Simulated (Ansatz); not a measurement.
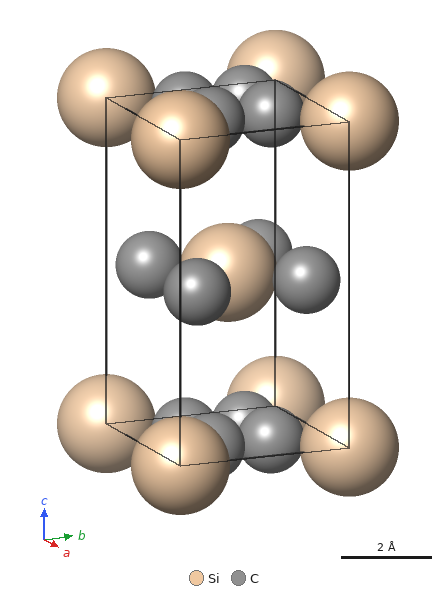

The crystal in a space-filling representation, seen slightly off an axis. The conventional unit cell is drawn as a box. Cell: a = 4.13 Å, b = 4.13 Å, c = 7.54 Å, α = 90.00°, β = 90.00°, γ = 90.00°.

Its origin is a structure type filled with these elements by a generator (whether the compound takes this form wasn't checked). Earlier steps of the study may have refined or changed the cell and positions. A calculation with Ansatz used it as input.

> State composition, symmetry and coordination.

The stoichiometry is SiC₄. Symmetry: I4/mmm (No. 139), body-centred tetragonal lattice. There are 10 atoms in the cell: 2 Si, 8 C. The neighbours of Si are four C in a square planar arrangement at about 1.9 Å. The coordination shell of C holds two C and one Si (about 1.5 Å to C, 1.9 Å to Si).

Results below were computed with Ansatz 0.2.0, DFT PBE, scalar-relativistic, plane waves, PAW; the settings were plane-wave cutoff 420 eV, k-points about 0.18 Å⁻¹ apart, Gaussian smearing of 0.1 eV, no spin polarisation.

> Predict the gap.

A metal: bands cross the Fermi level.

> Give the Bader charge of each element.

Si +2.60 e; C -0.65 e.

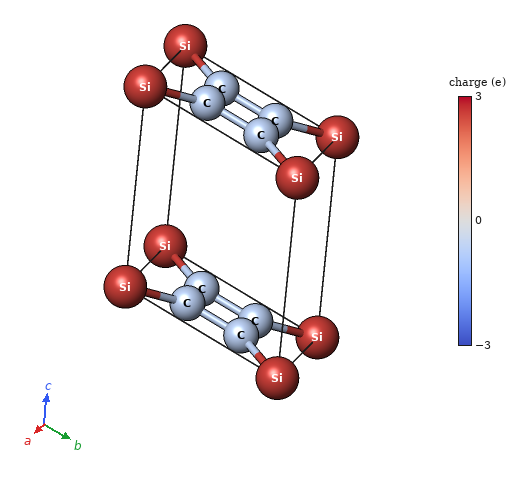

The atoms coloured by those charges. The run's cell of 5 atoms is drawn in a reduced setting, so axes and origin can differ from the first picture.

> Do the forces and the stress vanish for this geometry?

Yes. All forces vanish to within 0.01 eV/Å. The pressure is 0.0 GPa, close to zero.
